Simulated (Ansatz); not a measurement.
Input

```
crystal:
  lattice:
    - [0.0, 0.0, 5.2431684095]
    - [-4.8275562239, 2.7871908853, 0.0]
    - [1.0e-10, -5.5743817708, 0.0]
  atoms:
    - { symbol: Ga, position: [0.4922585212, 0.0, 0.3333333333], spin: 0.25 }
    - { symbol: Ga, position: [0.4974377361, 0.3333333333, 0.0] }
    - { symbol: Ga, position: [0.4974377361, 0.6666666667, 0.6666666667] }
    - { symbol: Ga, position: [1.0013043294, 0.3323938295, 0.3333333333], spin: 0.25 }
    - { symbol: Ga, position: [1.0013043294, 0.6676061705, 0.0009395039], spin: 0.25 }
    - { symbol: Ga, position: [1.0013043294, 1.0, 0.6657271628], spin: 0.25 }
    - { symbol: "N", position: [0.875021437, 0.3333333333, 0.0] }
    - { symbol: "N", position: [0.875021437, 0.6666666667, 0.6666666667] }
    - { symbol: "N", position: [0.3776816691, 0.3312500352, 0.3333333333] }
    - { symbol: "N", position: [0.3776816691, 0.6687499648, 0.0020832981] }
    - { symbol: "N", position: [0.3776816691, 1.0, 0.6645833685] }
  host:
    lattice:
      - [3.2183708159, 0.0, 0.0]
      - [-1.609185408, 2.7871908854, 0.0]
      - [0.0, 0.0, 5.2431684095]
    atoms:
      - { symbol: Ga, position: [0.6666666667, 0.3333333333, 0.4991348631] }
      - { symbol: Ga, position: [0.3333333333, 0.6666666667, 0.9991348631] }
      - { symbol: "N", position: [0.6666666667, 0.3333333333, 0.8758651369] }
      - { symbol: "N", position: [0.3333333333, 0.6666666667, 0.3758651369] }
total_charge: 2
basis:
  ecutwfc: 420
  xc_grid: 2
kpoints:
  mp_grid: { grid: [3, 3, 3], shift: [0.0, 0.0, 0.0] }
hamiltonian:
  xc: pbe
scf:
  occupations: { method: gaussian, width: 0.01 }
output:
  forces: true
  stress: false
  eigenvalues: true
  populations: true
  charged_corrections:
    defect_position: [0.87586514, 0.0, 0.33333333]
    epsilon: [[10.4928, 0.0, 0.0], [0.0, 10.4928, 0.0], [0.0, 0.0, 11.6882]]
  write_density: true
  write_potential: true
  elf: true
  volumetric_format: npy
magnetization:
  spin_polarized: true
relax:
  adjacent_minimum: "off"
  f_tol: 0.025
  max_steps: 45
```

Run with:

```sh
ansatz run input.yaml --threads 4 --pin off --max-ram 10240MiB --backend cpu --events-out ev --progress --plain --runs-dir out
```

The fields are those of the relaxed geometry.

The SCF solution may not be the lowest one; spin-polarised.

Level of theory: DFT PBE, scalar-relativistic, plane waves, PAW in Ansatz.

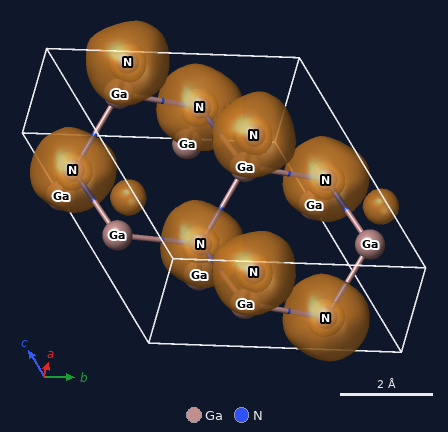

Ga$_{6}$N$_{5}$ (cell charge +2, with a compensating background) (distorted or defective cell). Isosurface of the electron localisation function at 0.65 (orange), seen at an oblique angle. Core shells and regions of very low density are left out. Sticks mark near contacts.

### What do the ELF domains correspond to?

The ELF exceeds this value in five regions wrapped around N (the valence shell of each) and one pocket between the atoms, centred on no nucleus (multi-centre or interstitial), counted in one cell of 11 atoms. Regions shared between cells count once. Profiles from the grid: Ga–N (1.90 Å): the ELF peaks at about 0.85 in the valence shell of N, 0.6 Å from its nucleus, and is about 0.50 at the midpoint. Ga–N (1.95 Å): the ELF peaks at about 0.90 in the valence shell of N, 0.7 Å from its nucleus, and is about 0.45 at the midpoint.
